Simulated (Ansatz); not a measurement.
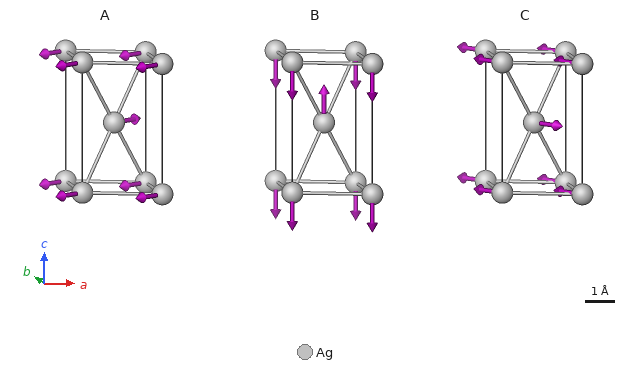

Three modes of a crystal of Ag at the zone centre of a doubled cell, in no order. The purple arrows give the relative displacements of the atoms. The picture is a ball-and-stick view of the cell of the calculation, seen slightly off an axis.

Level of theory: DFT r2SCAN, scalar-relativistic, plane waves, PAW in Ansatz 0.2.0. Settings: plane-wave cutoff 500 eV; k-point mesh 18 × 18 × 10; occupations gaussian; smearing width 0.15 eV; no spin polarisation.

Q: Order them from the lowest to the highest frequency (imaginary ones first).

A: C (26i cm⁻¹), A (97 cm⁻¹), B (147 cm⁻¹). C, non-degenerate: All motion is along [1 −1 0] of the drawn cell; atoms of one kind move against one another, with no net shift of their sublattice. A, non-degenerate: All motion is along [1 1 0] of the drawn cell; atoms of one kind move against one another, with no net shift of their sublattice. B, non-degenerate: All motion is along c of the drawn cell; atoms of one kind move against one another, with no net shift of their sublattice. The crystal is metallic in this run.
